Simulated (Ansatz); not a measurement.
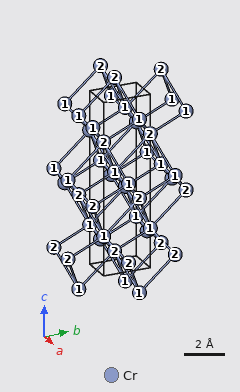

Starting structure of a crystal of Cr (built on the grey arsenic (A7)_166 type) (coarse preliminary run). Style: ball-and-stick. Shown: the conventional cell (3 times the calculation's cell), slightly off an axis. Lengths and directions refer to the drawn axes.

Case: grey arsenic (A7) type (R-3m, No. 166).

Method: Ansatz, DFT PBE, scalar-relativistic, plane waves, PAW.

The input:
```yaml
crystal:
  lattice:
    - [1.6208242043, 0.9357832907, 3.0056241614]
    - [-1.6208242043, 0.9357832907, 3.0056241614]
    - [0.0, -1.8715665814, 3.0056241614]
  atoms:
    - { symbol: Cr, position: [0.22754, 0.22754, 0.22754] }
    - { symbol: Cr, position: [0.77246, 0.77246, 0.77246] }
basis:
  ecutwfc: 420
kpoints:
  mp_grid: { grid: [6, 6, 6] }
hamiltonian:
  xc: pbe
scf:
  occupations: { method: gaussian, width: 0.1 }
  lower_state_search: "off"
output:
  forces: true
  stress: true
  eigenvalues: true
relax:
  adjacent_minimum: "off"
  f_tol: 0.04
  max_steps: 70
  cell: { stress_tol: 0.4 }
```

> Where does the relaxation end?

The largest moves relative to the cell, 0.25 Å, are those of Cr1 and Cr2. Cr1 goes along +c. Cell: a = b 3.242 → 2.700 Å (−16.7 %), c 9.017 → 11.295 Å (+25.3 %). Volume −13.1 %. Near-neighbour distances that change, for instance: Cr1–Cr1 3.242 → 2.700 Å, Cr1–Cr2 2.170 → 2.444 Å, Cr1–Cr2 (another image) 2.673 → 2.444 Å. Bond angles that change, for instance: Cr2–Cr1–Cr2 96.7° → 67.1°, Cr2–Cr1–Cr2 93.4° → 112.9°, Cr2–Cr1–Cr2 164.8° → 180.0°. The space group stays R-3m (No. 166). After 9 accepted moves (11 points after the start) the energy has fallen by 847 meV per atom. Largest force component: 2.9 eV/Å at the start, 0.00018 eV/Å at the end. Pressure: −1.45 GPa at the start and −0.15 GPa at the end. At 2 points the geometry stayed and the basis and grid were re-selected for the new cell (energy shift of 28.6 meV per atom at most each time). The run took of the order of 10 core-seconds on a shared host.

Final geometry:

```xyz
2
Lattice="1.3500 0.7794 3.7650 -1.3500 0.7794 3.7650 0.0000 -1.5589 3.7650" Properties=species:S:1:pos:R:3 pbc="T T T"
Cr    0.0000    0.0000    2.8238
Cr    0.0000    0.0000    8.4712
```

After the run, drawn alike:

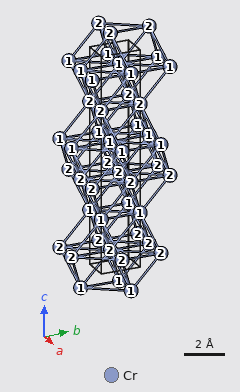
